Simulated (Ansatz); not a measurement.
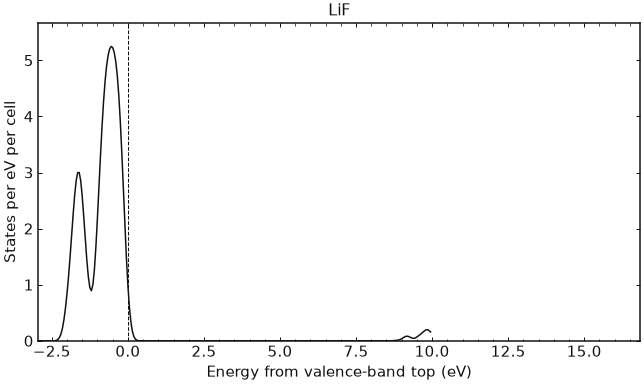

Density of states. Energies are counted from the top of the valence band. The curve is built from the levels of the k mesh with Gaussians 0.3 eV wide, which also blur the band edges.

Input of the run:

```
crystal:
  lattice:
    - [0.0, 2.11008232, 2.1446105498]
    - [2.11008232, 0.0, 2.1446105498]
    - [2.11008232, 2.11008232, 0.0]
  atoms:
    - { symbol: Li, position: [0.0, 0.0, 0.0] }
    - { symbol: F, position: [0.25, 0.25, 0.25] }
kpoints:
  mp_grid: { grid: [10, 10, 10] }
  band_path:
    path:
      - [0.0, 0.0, 0.0]
      - [-0.5, -0.5, 0.0]
      - [-0.375, -0.375, 0.25]
      - [-0.375, 0.0, 0.375]
      - [0.0, 0.0, 0.5]
      - [-0.5, -0.25, 0.25]
    npoints: 1
hamiltonian:
  xc: r2scan
scf:
  occupations: { method: fixed }
  n_extra_bands: 4
output:
  forces: true
  stress: true
  eigenvalues: true
```

Launched with:
```bash
ansatz run input.yaml --threads 4 --pin off --max-ram 3686MiB --backend cpu --events-out ev --progress --plain --runs-dir out
```

**Is there a gap at the Fermi level, and how wide?**

There is a gap; over the k points computed it is 8.84 eV (direct among those points).

**How wide is the upper valence band?**

The upper group of valence states starts about 2.1 eV under the valence-band top, with a gap beneath it; it holds about 6 electrons a cell.

**Where is the tallest peak of the filled states in the window?**

Within the window shown, the tallest peak of the filled states lies 0.5 eV under the valence-band top, at about 5.2 states per eV and cell.
